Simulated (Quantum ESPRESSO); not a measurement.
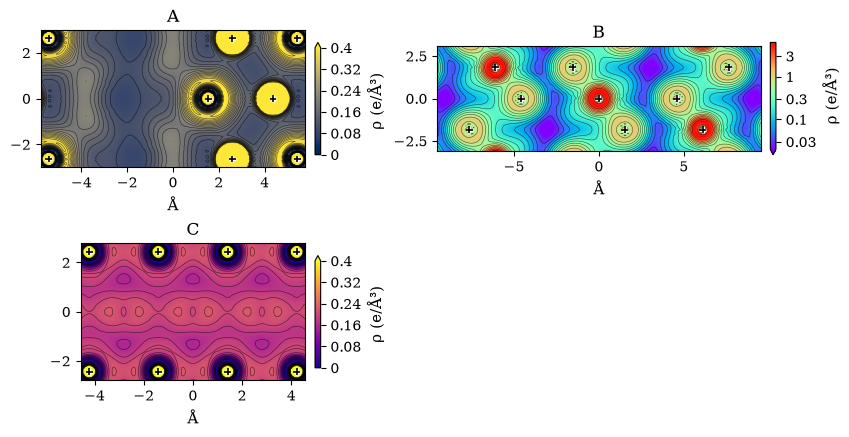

The valence electron density of 3 systems, each on a plane through atoms (crosses mark nuclei in the plane).

The calculation used Kohn-Sham DFT of a periodic cell, PBEsol, GBRV 1.5 PBEsol in Quantum ESPRESSO 7.5.

System 1: MgSi, the (101) plane of the conventional cell. Space group Cmcm; a structure from a database of computed crystals, not necessarily the ambient phase.

System 2: MoS2, the (110) plane of the conventional cell. Space group R-3m; not relaxed (largest force 0.7 eV/Å); computed pressure about 3 GPa in this cell.

```
Mo S
1.0
     3.17100    0.00000    0.00000
    -1.58550    2.74617    0.00000
     0.00000    0.00000   18.34499
Mo S
3 6
Cartesian
  0.0000 0.0000 0.0000
  1.5855 0.9154 6.1149
  0.0000 1.8308 12.2301
  0.0000 0.0000 4.5862
  1.5855 0.9154 10.7012
  0.0000 1.8308 16.8163
  1.5855 0.9154 1.5287
  0.0000 1.8308 7.6438
  0.0000 0.0000 13.7587
```

System 3: Al, the (100) plane of the conventional cell. Space group P6₃/mmc; a structure from a database of computed crystals, not necessarily the ambient phase.

```
Al
1.0
     2.81246    0.00000    0.00000
    -1.40623    2.43566    0.00000
     0.00000    0.00000    4.86685
Al
2
Direct
  0.33333 0.66667 0.25000
  0.66667 0.33333 0.75000
```

Match each panel to its system.

Panel A is system 1, MgSi: the plane holds Si and Mg. Mg–Si (2.84 Å): ρ is about 0.18 e/Å³ halfway, with its minimum of 0.14 e/Å³ about 1.1 Å from Mg. Panel B is system 2, MoS2: the plane holds Mo and S. Mo–S (2.39 Å): ρ is about 0.6 e/Å³ halfway. Panel C is system 3, Al: the plane holds Al. Al–Al (2.81 Å): ρ at the midpoint is about 0.21 e/Å³.
